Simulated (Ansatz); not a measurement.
Given this structure:

```cif
data_structure
_symmetry_space_group_name_H-M 'P 1'
_symmetry_Int_Tables_number 1
_cell_length_a 4.5153
_cell_length_b 4.5153
_cell_length_c 23.3964
_cell_angle_alpha 90.000
_cell_angle_beta 90.000
_cell_angle_gamma 120.000
_cell_volume 413.10
loop_
_atom_site_label
_atom_site_type_symbol
_atom_site_fract_x
_atom_site_fract_y
_atom_site_fract_z
_atom_site_occupancy
Ti1 Ti 0.00000 0.00000 0.32056 1
Ti2 Ti 0.33333 0.66667 0.38037 1
Ti3 Ti 0.66667 0.33333 0.38037 1
Ti4 Ti 0.00000 0.00000 0.44019 1
Ti5 Ti 0.33333 0.66667 0.50000 1
Ti6 Ti 0.66667 0.33333 0.50000 1
Ti7 Ti 0.00000 0.00000 0.55981 1
Ti8 Ti 0.33333 0.66667 0.61963 1
Ti9 Ti 0.66667 0.33333 0.61963 1
Ti10 Ti 0.00000 0.00000 0.67944 1
```

Describe what this structure looks like.

The element is titanium. The cell holds ten atoms.

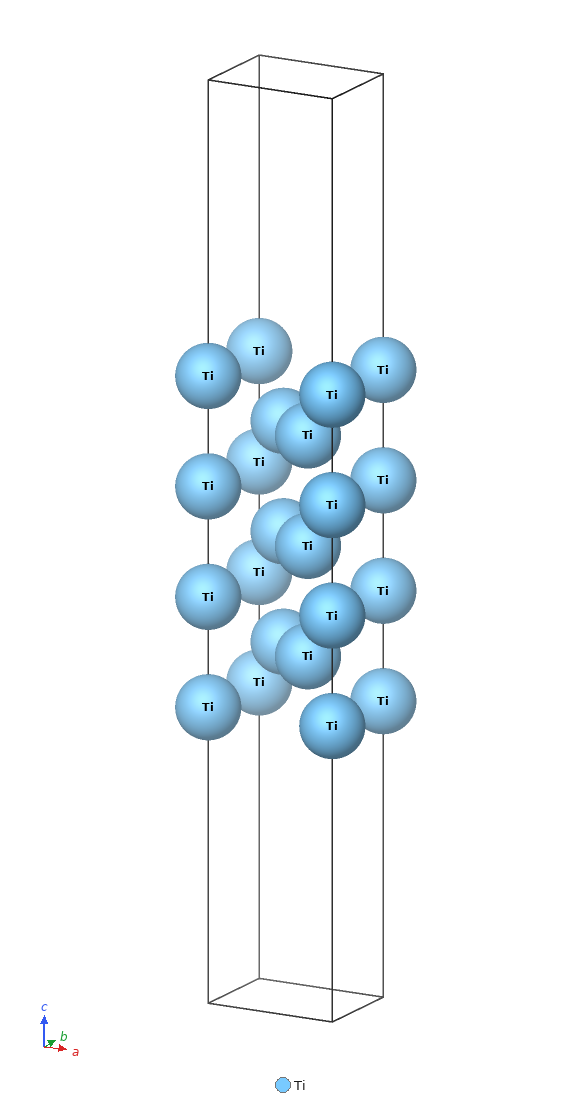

Drawn in the spheres-only manner and seen slightly off an axis. Atoms at the boundary of the simulation cell (the box) are drawn once for each face, edge or corner they touch. Colours: titanium blue.

Starting structure: a structure listed in the Materials Project, from which a slab was cut. Earlier steps of the study may have refined or changed the cell and positions. An electronic-structure calculation with Ansatz was run on it.

At this level of theory the cell isn't at rest (forces up to 1.2 eV/Å), so its distances can differ from those at equilibrium, the more so the softer the solid.
